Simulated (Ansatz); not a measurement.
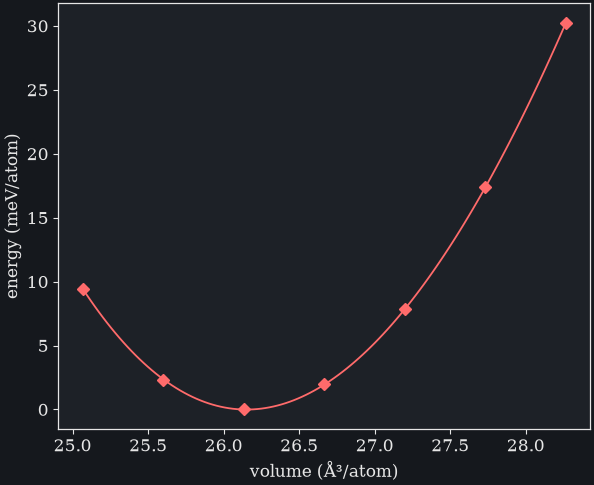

The picture above shows the energy against volume for Sb, space group Fm-3m (No. 225).

The given structure:
```
Sb
1.0
     0.00000    2.37124    2.37124
     2.37124    0.00000    2.37124
     2.37124    2.37124    0.00000
Sb
1
Direct
  0.00000 0.00000 0.00000
```

Calculation (Ansatz 0.2.0): all-electron LAPW DFT, no spin polarisation; energies at scaled volumes of the given cell, shape and fractions fixed, counted from the fit's minimum, third-order Birch-Murnaghan fit. Level: PBEsol.

k mesh 10×10×10; occupations Fermi–Dirac; smearing width 0.05 eV; potentials all electron LAPW, scalar relativistic; program settings basis error eV/atom 0.001.

This calculation gives: equilibrium volume 26.15 Å³/atom and bulk modulus 63.4 GPa.

Now the level changes from PBEsol to LDA. What happens?

The equilibrium volume falls from 26.15 to 25.70 Å³/atom (−1.7 %) and the bulk modulus rises from 63.4 to 65.4 GPa (+3.2 %).

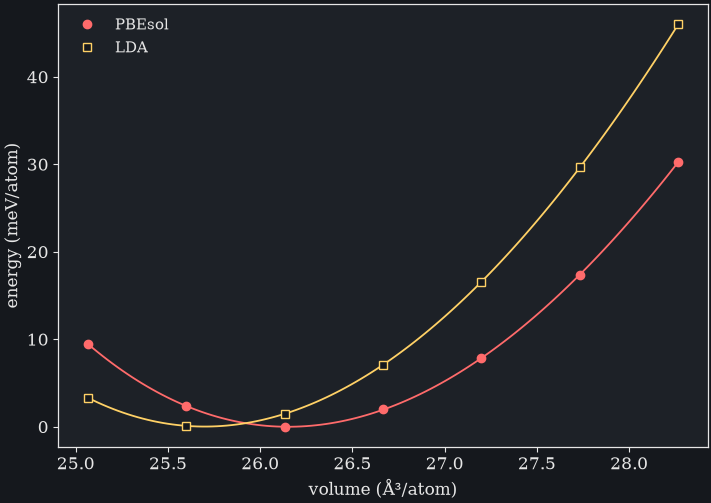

The two results together.

V0 and the bulk modulus come from third-order Birch–Murnaghan fits.
